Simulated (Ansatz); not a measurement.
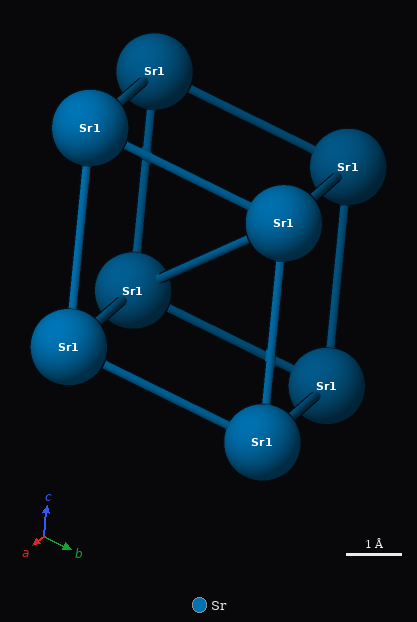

The input geometry (ball-and-stick view of the cell of the calculation, seen slightly off an axis; atoms are numbered from 1 in the order of the input). An atom can appear more than once, as a periodic image.

# Geometry relaxation of Sr

- system: Sr (1 atom in the cell)
- method: DFT PBEsol, scalar-relativistic, plane waves, PAW, no spin polarisation (Ansatz 0.2.0)

The structure derives from an entry of the Crystallography Open Database. Figures and captions count atoms from 1; the log counts them from 0 in places.

Input file:
```yaml
crystal:
  lattice:
    - [-2.3368660446, 2.3368660446, 2.3368660446]
    - [2.3368660446, -2.3368660446, 2.3368660446]
    - [2.3368660446, 2.3368660446, -2.3368660446]
  atoms:
    - { symbol: Sr, position: [0.0, 0.0, 0.0] }
basis:
  ecutwfc: 420
kpoints:
  mp_grid: { grid: [12, 12, 12] }
hamiltonian:
  xc: pbesol
scf:
  occupations: { method: gaussian, width: 0.1 }
output:
  forces: true
  stress: true
  eigenvalues: true
  write_density: true
  write_potential: true
  elf: true
  volumetric_format: npy
relax:
  adjacent_minimum: "off"
  f_tol: 0.005
  max_steps: 80
  cell: { stress_tol: 0.05 }
```

Hardware: 1 thread of Arm Neoverse V1, 24 GiB of memory available, shared host.

Launched with:
```bash
ansatz run input.yaml --threads 1 --pin off --max-ram 2560MiB --backend cpu --events-out ev --progress --plain --runs-dir out
```

The program's output:
```
Engine: ansatz 0.2.0, aarch64-unknown-linux-gnu
Pseudopotentials: kind: paw
Pseudopotential: Sr, paw, valence charge 10, recommended cutoff 420 eV (normal), Sr.paw.azcp
Functional definition: PBEsol
  exchange = pbesol_x
  correlation = pbesol_c
Crystal: 1 atoms, lattice volume = 51.046 Å³
Basis set: ecut = 420 eV, 959 PW (Γ), exchange–correlation on 60×60×60 points (8 copies of the dense FFT grid, shifted against one another)
Bands: 9, of which v1, the nominal top of the filled ones, is band 5 counted from 1 (4 counted from 0)
Symmetry: 48 space group operations
Space group: Im-3m (ITA 229), of the structure as read, at distance tolerance 3.7e-5 Å
k-points: 72 of 1728
Non-local potential: Sr, projectors of the file, l = 0: 3, l = 1: 2, l = 2: 2
PAW form: soft (Blöchl's): semilocal exchange-correlation on the pseudo side does not see the compensation charge
PAW frozen core: Sr, regenerated for the run's functional, and the local potential with it (the file was generated under x = pbe(κ = 0.804, μ = 0.2195149727645171), c = pbe(β = 0.06672455060314922))
PAW one-centre angular grid: Sr, 110 points (default); XC on 64 Gauss nodes
Initial density: superposition of atomic densities (neutral atoms: chi_scale 0, normalization atom), corrected by the library's trained network
Initial wavefunctions: pseudopotential atomic-orbital guess
Functional: x = pbesol(κ = 0.804, μ = 0.12345679012345678), c = pbesol(β = 0.046)
SCF iter   1: F=—  HF=-3492.212752 eV  |F-HF|=—  |Δ(HF+E_count)|=         —  Δρ=1.51e-3  dr2=7.54e-4  ethr=1.77e-3  ⟨swp⟩=6.6  Hψ=5621  notcnv=0
preconditioner: auto → Kerker (q_TF=auto, 2.079 Å⁻¹)  [metal: Δε(μ)=0.045 eV  Ē_g=3.639 eV  σ=0.100 eV  W_gap=0.25  n_scr=12 (ndim 8)  ℏωp=7.4 eV  f_vac=0.000  D(μ)=1.08/eV (n_scr^D=12)]
SCF iter   2: F=—  HF=-3492.213211 eV  |F-HF|=—  |Δ(HF+E_count)|=   4.58e-4  Δρ=7.28e-4  dr2=2.13e-4  ethr=7.54e-6  ⟨swp⟩=2.5  Hψ=1609  notcnv=0
SCF iter   3: F=—  HF=-3492.213233 eV  |F-HF|=—  |Δ(HF+E_count)|=   2.29e-5  Δρ=1.55e-4  dr2=1.09e-5  ethr=2.13e-6  ⟨swp⟩=2.7  Hψ=984  notcnv=0
SCF iter   4: F=—  HF=-3492.213230 eV  |F-HF|=—  |Δ(HF+E_count)|=   3.46e-6  Δρ=3.56e-5  dr2=7.48e-7  ethr=1.09e-7  ⟨swp⟩=2.4  Hψ=836  notcnv=0
iter 5 did not close the SCF: its close was put off for the readings that it lacked (scf_convergence_deferred on its scf_iter line)
SCF iter   5: F=-3492.213230 eV  HF=-3492.213230 eV  |F-HF|=1.09e-8  |Δ(HF+E_count)|=   2.21e-8  Δρ=1.11e-5  dr2=4.61e-8  ethr=7.48e-9  ⟨swp⟩=1.3  Hψ=691  notcnv=0
SCF iter   6: F=-3492.213230 eV  HF=-3492.213230 eV  |F-HF|=4.14e-10  |Δ(HF+E_count)|=   1.49e-8  Δρ=1.33e-6  dr2=7.14e-10  ethr=4.61e-10  ⟨swp⟩=7.9  Hψ=4986  notcnv=0
SCF 1 converged in 6 iterations: F = -3492.213230 eV  dr2 = 7.14e-10
  greatest PAW one-centre occupation: 0.988 electrons in one spin orbital (limit 2), on the Sr atom at site 0 (counted from 0), in its partial waves of l = 0
relax step   1: F+E_penalty+E_count = -3492.21323000 eV  Δ(F+E_penalty+E_count) = +0.000e0 eV  max|allowed force component| = 0.000e0 eV/Å  Δτ_max = 0.0000 Å  P = -0.031 GPa  Ω = 51.046 Å³  (6 SCF iters, dr2 threshold 1.00e-7 eV, accepted)
Initial density: handed on by an earlier stage of this run
Initial wavefunctions: pseudopotential atomic-orbital guess (no wavefunctions were taken with the density)
iter 1 solved again at ethr=9.59e-8 eV; its pass at ethr=3.10e-3 eV (dr2=9.59e-6 eV) is discarded
SCF iter   1: F=—  HF=-3492.213229 eV  |F-HF|=—  |Δ(HF+E_count)|=         —  Δρ=1.25e-6  dr2=7.10e-10  ethr=9.59e-8  ⟨swp⟩=4.6  Hψ=8096  notcnv=0
eigensolver tolerance schedule: the retry pair's looser diagonalisation over-reported the residual by 13507.53 of it (diagonalisation noise at 0.72 of the residual, at the tolerance the schedule requests for it); recorded, not acted on — ethr = c·dr2/N_el stays at c = 1.0e-1
preconditioner: auto → Kerker (q_TF=auto, 2.079 Å⁻¹)  [metal: Δε(μ)=0.044 eV  Ē_g=3.632 eV  σ=0.100 eV  W_gap=0.24  n_scr=12 (ndim 8)  ℏωp=7.4 eV  f_vac=0.000  D(μ)=1.08/eV (n_scr^D=12)]
SCF iter   2: F=—  HF=-3492.213230 eV  |F-HF|=—  |Δ(HF+E_count)|=   6.67e-7  Δρ=9.32e-7  dr2=3.45e-10  ethr=7.10e-12  ⟨swp⟩=3.5  Hψ=1358  notcnv=0
SCF iter   3: F=—  HF=-3492.213230 eV  |F-HF|=—  |Δ(HF+E_count)|=  1.67e-10  Δρ=3.20e-7  dr2=3.47e-11  ethr=3.45e-12  ⟨swp⟩=2.0  Hψ=789  notcnv=0
SCF iter   4: F=—  HF=-3492.213230 eV  |F-HF|=—  |Δ(HF+E_count)|=  1.36e-12  Δρ=1.73e-7  dr2=1.32e-11  ethr=1.00e-12  ⟨swp⟩=7.6  Hψ=3597  notcnv=0
SCF iter   5: F=-3492.213230 eV  HF=-3492.213230 eV  |F-HF|=1.36e-12  |Δ(HF+E_count)|=  4.55e-12  Δρ=2.32e-8  dr2=4.02e-13  ethr=1.00e-12  ⟨swp⟩=5.7  Hψ=2390  notcnv=0
SCF 2 converged in 5 iterations: F = -3492.213230 eV  dr2 = 4.02e-13
relax step   2: F+E_penalty+E_count = -3492.21323000 eV  Δ(F+E_penalty+E_count) = -2.683e-11 eV  max|allowed force component| = 0.000e0 eV/Å  Δτ_max = 0.0000 Å  P = -0.031 GPa  Ω = 51.046 Å³  stress off target by 3.14e-2 GPa  SCF on the basis re-selected at this cell (its energy is not comparable with the rows above)  (5 SCF iters)
```

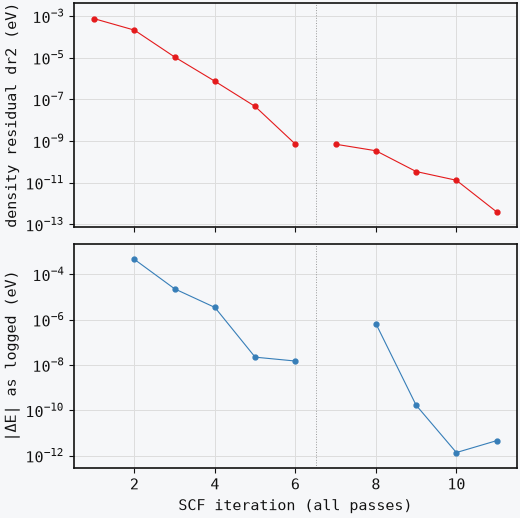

Convergence of the self-consistent field: density residual dr2 and size of the energy change against the SCF iteration. The dotted lines part the SCF passes of the relaxation: geometry steps, rejected trials and re-solves on a re-selected basis. The passes take 6 and 5 iterations.

```
basis re-selected at this cell: Δ(F+E_penalty+E_count) = -2.683e-11 eV, ΔP = +0.000 GPa vs the last step (what re-selecting the basis moved, of the pressure what is left beyond the Pulay correction that the steps carried, after the strain that the cell walked since its last selection, with what the two solves' SCF thresholds leave and, on support functions, any second-order correction that the steps lacked; it is no measure of the basis error at this ecutwfc). This SCF's stress stands 3.14e-2 GPa from its target on what of the cell is left free (relax.cell.stress_tol is 5.00e-2 GPa) and its largest allowed force component is 0.00e0 eV/Å (relax.f_tol is 5.00e-3 eV/Å): within both
SCF converged after 5 iterations
Free energy (F): -3492.213230 eV
Harris-Foulkes:  -3492.213230 eV  (|F-HF|=1.36e-12)
Internal energy: -3492.207814 eV  (E = F + TS)
E sigma→0 (E₀):  -3492.210522 eV
Entropy (-TS):   -0.005416 eV (-5.416 meV/atom)
Fermi energy:    5.506294 eV
--- Per-component energies (eV) ---
  E_band       = -130.285321
  E_kinetic    = 241.950787
  E_local      = -751.432036  (includes V_loc(G=0)·N_el)
  E_nonlocal   = 204.247971
  E_hartree    = 187.766811
  E_xc         = -169.685959
  E_vxc        = -158.893626  (∫ρ·V_xc dr)
  E_paw        = -2644.570613  (= ΣΔE_a)
  E_vpaw       = -41.692051  (= ΣTr[D̂ρ^β])
  E_aug_tail   = -0.000001  (compensation charges beyond the density's cutoff)
  E_ewald      = -560.619121
  E_core_change = 0.134347  (= ΣΔE_core)
  E_smearing   = -0.005416  (= −TS)
  E_closure    = 0.000000  (closes the sum)
  Σ components = -3492.213230   (vs F -3492.213230, Δ=0.00e0)
--- Forces (eV/Å), atoms counted from 1 ---
  atom   1  Sr    -0.00000000    -0.00000000    -0.00000000
  max |Σ_I F_I| component: 1.85e-32 eV/Å
--- Stress (GPa, compression-positive) ---
       -0.031448       0.000000      -0.000000
        0.000000      -0.031448      -0.000000
       -0.000000      -0.000000      -0.031448
  P = ⅓ Tr σ = -0.0314 GPa (-0.314 kbar)
--- Band table (eV; the first three rows and the last of 72) ---
  k-point 0: bands = ["-30.8595", "-12.7423", "-12.7423", "-12.7423", "1.7452", "7.9653", "7.9653", "7.9653", "9.3982"]
  k-point 1: bands = ["-30.8580", "-12.7605", "-12.7481", "-12.7423", "1.8728", "7.8496", "7.8843", "8.0897", "9.2238"]
  k-point 2: bands = ["-30.8540", "-12.8098", "-12.7640", "-12.7424", "2.2416", "7.5402", "7.5685", "8.4577", "9.0582"]
  k-point 71: bands = ["-30.8209", "-12.9275", "-12.9275", "-12.9275", "5.2808", "5.2808", "9.3894", "9.3894", "9.3894"]
--- Relaxed structure (1 steps of the walk, 1 accepted, 1 SCFs on fresh bases) ---
  F+E_penalty+E_count = -3492.21323000 eV   max|allowed force component| = 0.000e0 eV/Å   (the final SCF, on the basis selected at the relaxed cell)
  cell:  # Å, volume = 51.0460 Å³
    - [-2.3368660446, 2.3368660446, 2.3368660446]
    - [2.3368660446, -2.3368660446, 2.3368660446]
    - [2.3368660446, 2.3368660446, -2.3368660446]
  atoms:
    - { symbol: Sr, position: [0.0, 0.0, 0.0] }
```

Trajectory as extended XYZ (Å, eV, eV/Å), 2 frames, from step=1 to step=2:
```
1
Lattice="-2.3369 2.3369 2.3369 2.3369 -2.3369 2.3369 2.3369 2.3369 -2.3369" Properties=species:S:1:pos:R:3:forces:R:3 step=1 energy=-3492.21323 pressure_GPa=-0.03
Sr    0.0000    0.0000    0.0000    0.0000   0.0000   0.0000
1
Lattice="-2.3369 2.3369 2.3369 2.3369 -2.3369 2.3369 2.3369 2.3369 -2.3369" Properties=species:S:1:pos:R:3:forces:R:3 step=2 energy=-3492.21323 pressure_GPa=-0.03
Sr    0.0000    0.0000    0.0000    0.0000   0.0000   0.0000
```

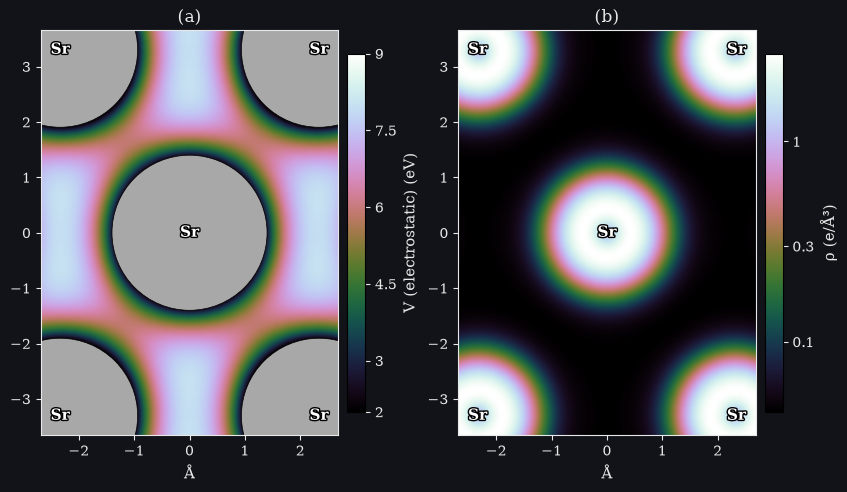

(a) electrostatic potential (local pseudopotential plus Hartree) felt by an electron; (b) valence charge density (pseudo) on the (011) plane of the conventional cell. Grey discs, where drawn, cover atomic cores. Atoms in the plane: Sr. Sr–Sr (4.05 Å): ρ at the midpoint is about 0.05 e/Å³. Away from the nuclei the density in this plane falls to 0.04 e/Å³ at its lowest. Outside the cores the potential energy rises away from the atoms and is highest about 2.4 Å from the nearest atoms; outside the discs it spans about 6 eV, and its zero is arbitrary. Core electrons are frozen (PAW), so the fields are smoothed inside the atomic spheres.

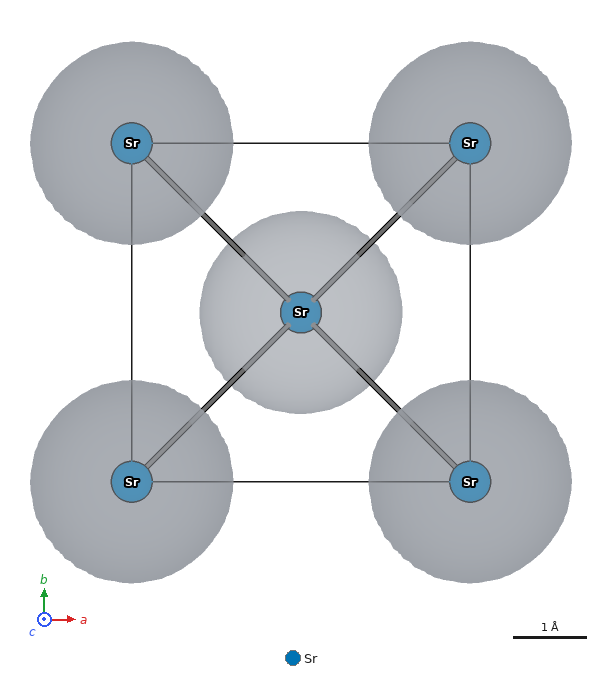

Isosurface of the valence charge density (pseudo) at 0.1 e/Å³ (grey), seen along the c axis. Sticks mark near contacts. The outline is the cell set on symmetry axes. At this value the density breaks into separate islands; it holds about 80 % of the electrons treated as valence (semicore included). It is pinched off along the Sr–Sr (4.05 Å) contacts. On the grid the lowest density along these lines, outside the cores, is 0.05 e/Å³ (Sr–Sr, 4.05 Å).

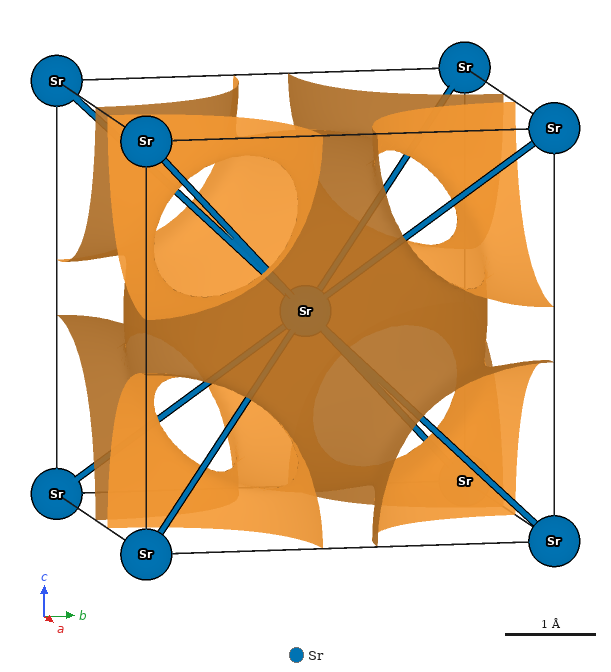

Isosurface of the electron localisation function at 0.4 (orange), seen slightly off an axis. Only the valence region is drawn (cores and ρ < 0.01 e/Å³ removed). Sticks mark near contacts. The outline is the cell set on symmetry axes. Profiles from the grid: Sr–Sr (4.05 Å): the ELF is about 0.20 at the midpoint; no localised pair between them.

Results in brief:

- outcome: converged
- space group (tolerance 0.01 Å): Im-3m (229)
- electrons treated: 10
- free energy: −3492.2132 eV
- Fermi energy: 5.506 eV
- gap on the k-point mesh: none (metallic)
- pressure: −0.03 GPa
- final volume: 51.05 Å³
- largest force (length of the vector) at the end: under 0.001 eV/Å
- final cell: a = 4.048 Å, b = 4.048 Å, c = 4.048 Å, α = 109.47°, β = 109.47°, γ = 109.47°
- wall time: 5.4 s
- peak memory: 0.31 GiB
